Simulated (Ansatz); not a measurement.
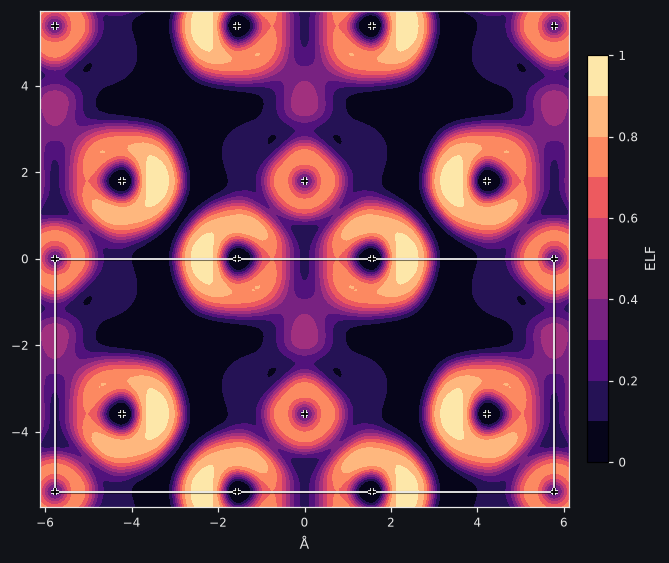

The ELF on a plane through atoms (crosses mark nuclei in the plane).

Theory: DFT, r2SCAN, PAW with Ansatz's default frozen-core files, scalar-relativistic; relaxation of cell and atoms (Ansatz 0.2.0).

Candidates:
A. MoS2, a = 3.11 Å, b = 3.11 Å, c = 11.55 Å, α = 90.00°, β = 90.00°, γ = 120.00°. Space group P6₃/mmc; computed pressure about 10 GPa in this cell; computed without spin polarisation.
B. Na, a = 3.43 Å, b = 3.43 Å, c = 3.43 Å, α = 90.00°, β = 90.00°, γ = 90.00°. Space group Im-3m; computed pressure about 15 GPa in this cell; computed without spin polarisation.

Question: Which system is this?

Answer: Candidate A: MoS2 on the (110) plane of the conventional cell, which holds Mo and S. Mo–S (2.38 Å): the ELF peaks at about 0.85 in the valence shell of S, 0.8 Å from its nucleus, and is about 0.45 at the midpoint.
